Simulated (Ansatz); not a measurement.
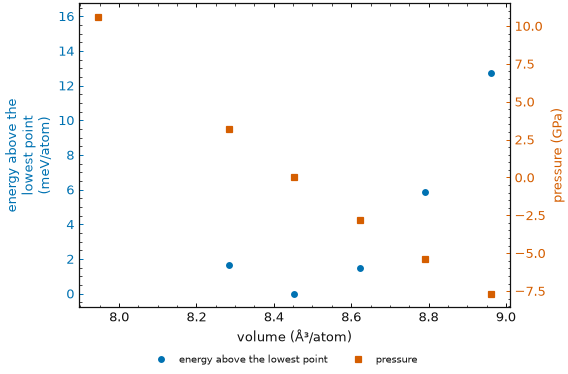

The figure shows the energy above the lowest point and pressure against volume for C₂O₃, space group Pn-3m (No. 224) (one of a set of cubic test structures, which need not be the stable phase).

Method: equation of state of a cubic crystal from periodic Kohn-Sham density functional theory without spin, third-order Birch-Murnaghan fit to the free energies; pressure corrected for the finite basis (Ansatz 0.2.0 development build). Level: PBE.

```csv
setting,value
structure type,cubic X2O3
atoms in cell,10
space group number,224
lattice centring,simple cubic
k mesh,25×25×25
occupation method,Fermi–Dirac
occupation width,0.06123 eV
wave cutoff,420 eV
datasets,soft-1 PAW
density tolerance,1e-07 eV
bands,36
density cutoff ratio,4
search for lower states,default
```

The point at volume 8.1151 Å³/atom is left out of the plot. What does the calculation give there?

| volume (Å³/atom) | energy above the lowest point (meV/atom) | pressure (GPa) |
| --- | --- | --- |
| 8.1151 | 6.9 | 6.7 |

Keep in mind: cubic model structure, not the ambient form.
